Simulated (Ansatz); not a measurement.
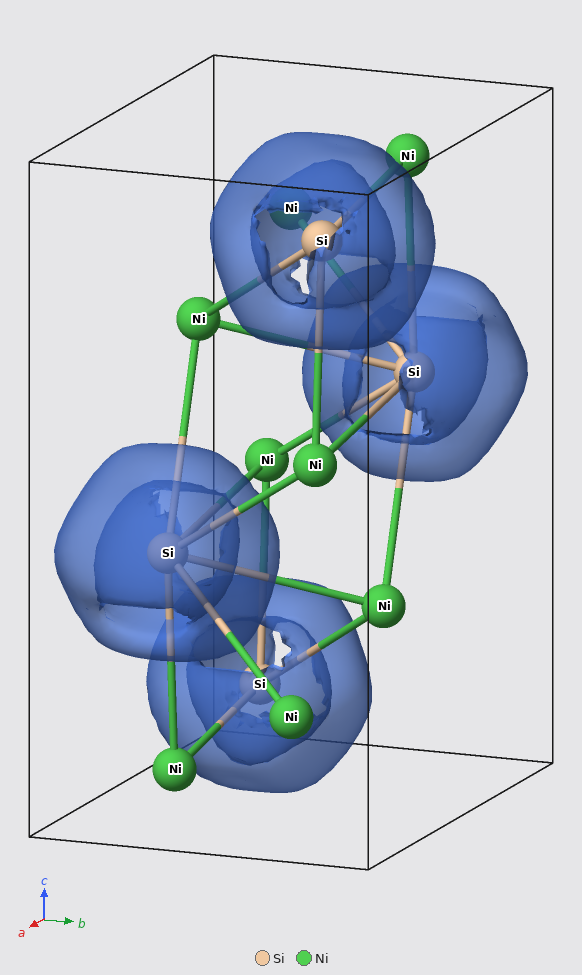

*SiNi₂. Isosurface of the ELF at 0.55 (blue), seen slightly off an axis. Only the valence region is drawn (cores and ρ < 0.01 e/Å³ removed). Sticks mark near contacts.*

Space group Pnma; computed without spin polarisation.

The calculation used DFT PBEsol, scalar-relativistic, plane waves, PAW in Ansatz.

In a PAW calculation such maps are meaningful between the atoms, not at the nuclei.

> What do the ELF domains correspond to?

The surface consists of four regions wrapped around Si (the valence shell of each), counted in one cell of 12 atoms. Regions shared between cells count once. Profiles from the grid: Si–Ni (2.29 Å): the ELF peaks at about 0.65 in the valence shell of Si, 0.9 Å from its nucleus, and is about 0.45 at the midpoint. Si–Ni (2.39 Å): the ELF peaks at about 0.65 in the valence shell of Si, 0.9 Å from its nucleus, and is about 0.45 at the midpoint.

> Does the calculation make it a metal, or give it a gap?

It is metallic or semimetallic at this level of theory: no gap opens.
